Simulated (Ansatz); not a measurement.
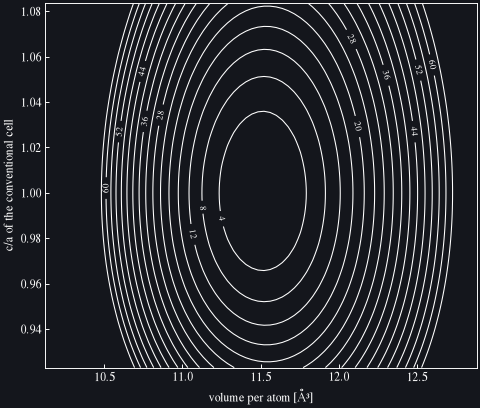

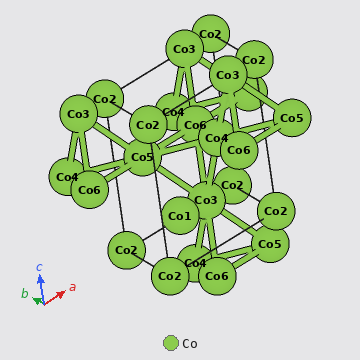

Energy landscape of Co (Fd-3m, No. 227; 6 atoms in the cell). 
- The energy is mapped over volume and the cell's shape.
- Coordinates scanned: (1) volume per atom; (2) c/a of the conventional cell.
- Nothing is relaxed (symmetry fixes all fractional coordinates).
- Grid: 7 × 7 points.
- Points are written as (first, second).
- Energies are in meV/atom, from the lowest grid point.
- The electronic state followed may not be the lowest one.
- Computed with DFT PBE, scalar-relativistic, plane waves, PAW (Ansatz). Settings: cutoff 520 eV, k-mesh 12×12×12, gaussian smearing 0.15 eV, spin-polarised.

In the figure: contour lines labelled in meV/atom (none above 64). Between grid points the surface is interpolated. The second picture is the structure at the lowest point

What does the map say about the system?

Answer. The lowest grid point is at (11.50 Å³, 1.000). No other kind of well shows on this grid. The highest grid point, (10.12 Å³, 0.923), lies 152 meV/atom above the lowest. Round the minimum the two coordinates are nearly uncoupled.

Each point was launched as `ansatz run input.yaml --threads 4 --pin off --max-ram 8192MiB --backend cpu --events-out ev --progress --plain --runs-dir out`. The whole map (49 points run) took 21 min on 4 threads of Intel(R) Xeon(R) 6975P-C (Granite Rapids), with other jobs on the host.

PAW datasets: the set soft_1.
